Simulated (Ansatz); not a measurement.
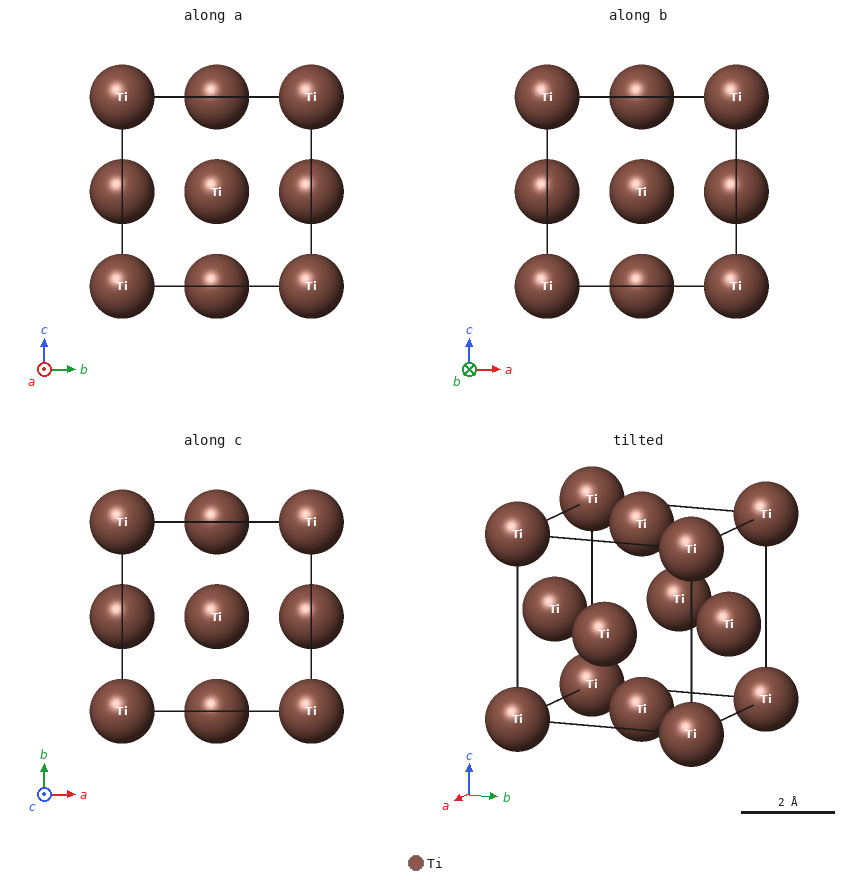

Spheres-only representation of a periodic structure, projected along the a axis, along the b axis, along the c axis and slightly off an axis. Thin lines show the conventional unit cell, with boundary atoms drawn in all their periodic places.

Lattice parameters: a = 4.1120 Å, b = 4.1120 Å, c = 4.1120 Å, α = 90.000°, β = 90.000°, γ = 90.000°.

**Write down what is shown as a CIF in P1 with every atom of the cell.**

```cif
data_structure
_symmetry_space_group_name_H-M 'P 1'
_symmetry_Int_Tables_number 1
_cell_length_a 4.1120
_cell_length_b 4.1120
_cell_length_c 4.1120
_cell_angle_alpha 90.000
_cell_angle_beta 90.000
_cell_angle_gamma 90.000
_cell_volume 69.53
loop_
_atom_site_label
_atom_site_type_symbol
_atom_site_fract_x
_atom_site_fract_y
_atom_site_fract_z
_atom_site_occupancy
Ti1 Ti 0.0000 0.0000 0.0000 1
Ti2 Ti 0.0000 0.5000 0.5000 1
Ti3 Ti 0.5000 0.0000 0.5000 1
Ti4 Ti 0.5000 0.5000 0.0000 1
```

It derives from a structure type filled with this element by a generator (whether the element takes this form wasn't checked). This is the structure after a relaxation with DFT PBE, scalar-relativistic, plane waves, PAW in Ansatz 0.2.0.
